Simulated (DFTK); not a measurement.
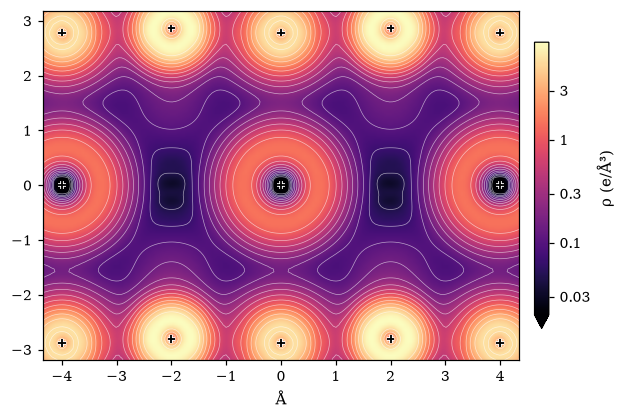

The valence charge density (pseudo) on a plane through atoms (crosses mark nuclei in the plane).

Level of theory: Kohn-Sham DFT of a periodic cell, PBE, dojo.nc.sr.PBE.v0_4_1.standard.upf (DFTK).

Candidates:
A. TaN, a = 4.42 Å, b = 4.42 Å, c = 4.42 Å, α = 90.00°, β = 90.00°, γ = 90.00°. Space group Fm-3m; a structure from a database of computed crystals, not necessarily the ambient phase.
B. Ca, a = 4.41 Å, b = 4.41 Å, c = 4.39 Å, α = 90.00°, β = 90.00°, γ = 90.00°. Space group I4/mmm; a structure from a database of computed crystals, not necessarily the ambient phase.
C. BaTiO3, a = 4.00 Å, b = 4.00 Å, c = 4.02 Å, α = 90.00°, β = 90.00°, γ = 90.00°. Space group P4mm; not relaxed (largest force 0.3 eV/Å); computed pressure about 3 GPa in this cell.

### Which candidate gave the map?

Candidate C: BaTiO3 on the (101) plane of the conventional cell, which holds Ba, Ti and O. Ba–O (2.79 Å): the density is about 0.21 e/Å³ at the midpoint. Ti–O (2.00 Å): the density is about 0.58 e/Å³ at the midpoint.
